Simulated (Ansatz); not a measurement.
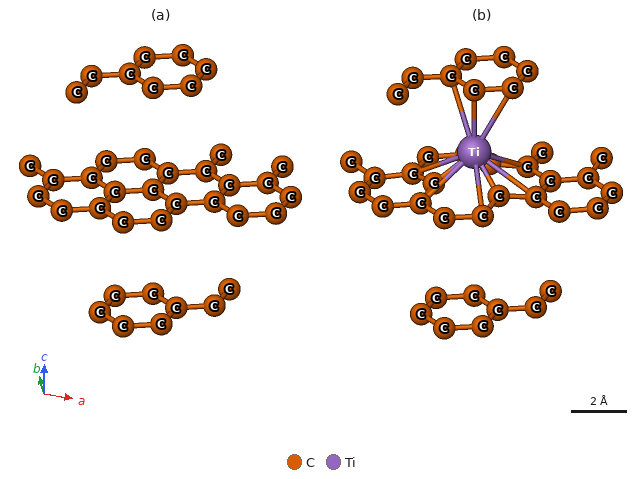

Left: perfect C. Right: the same region with one point defect, after relaxing the atoms in a supercell of 28 sites. The picture is a ball-and-stick view of the atoms within 5.3 Å of one point, in a slice 5.0 Å thick across the line of sight, seen from a free direction.

Theory: Ansatz, DFT PBE, scalar-relativistic, plane waves, PAW. (plane-wave cutoff 420 eV; k-point mesh 5 × 5 × 5; occupations gaussian; smearing width 0.1 eV; no spin polarisation) The cell is small and the k-mesh coarse, so the numbers are rough. The axes drawn are those of the host's conventional cell.

### Which defect is it?

A carbon atom is replaced by titanium.

The charge state of the cell is 0.

### How does the lattice respond?

In the host the C atom has 3 C at 1.42 Å; the Ti atom ends with 3 C at 1.94 Å. Of the host's atoms, a carbon atom moves furthest from its site, by 0.36 Å. The Ti atom itself moves 1.58 Å from where it was put. Relaxing the atoms from the host's sites lowers the energy by 18.21 eV. At a tolerance of 0.02 Å the relaxed supercell has space group R3.

Limits of the set-up: layers or molecules are held without a dispersion correction, so their spacing is unreliable.
